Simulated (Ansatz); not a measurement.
Consider Pt.

```cif
data_structure
_symmetry_space_group_name_H-M 'P 1'
_symmetry_Int_Tables_number 1
_cell_length_a 2.7821
_cell_length_b 2.7821
_cell_length_c 3.6988
_cell_angle_alpha 90.000
_cell_angle_beta 90.000
_cell_angle_gamma 90.000
_cell_volume 28.63
loop_
_atom_site_label
_atom_site_type_symbol
_atom_site_fract_x
_atom_site_fract_y
_atom_site_fract_z
_atom_site_occupancy
Pt1 Pt 0.00000 0.00000 0.00000 1
Pt2 Pt 0.50000 0.50000 0.50000 1
```

Space group I4/mmm; computed pressure about 11 GPa in this cell.

The calculation used DFT LDA, scalar-relativistic, plane waves, PAW (Ansatz).

Question: What can the converged valence pseudo-density and electron localisation function tell about the bonding?

Answer: Pt–Pt (2.70 Å): ρ at the midpoint is about 0.43 e/Å³; the ELF is about 0.30 at the midpoint: no localised pair shows between them.

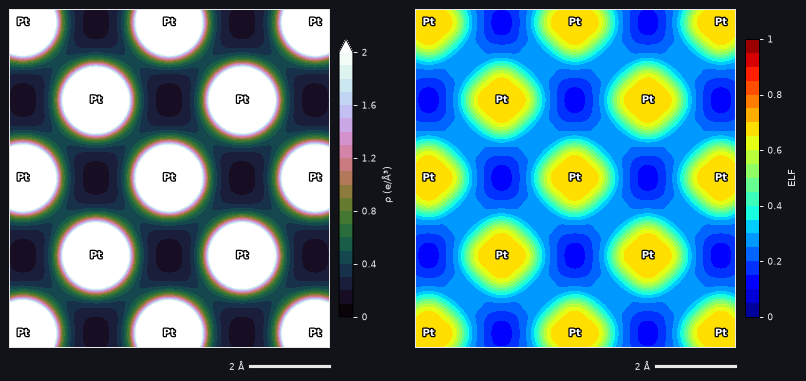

Computed valence pseudo-density and electron localisation function on the (110) plane of the conventional cell, in this order. 
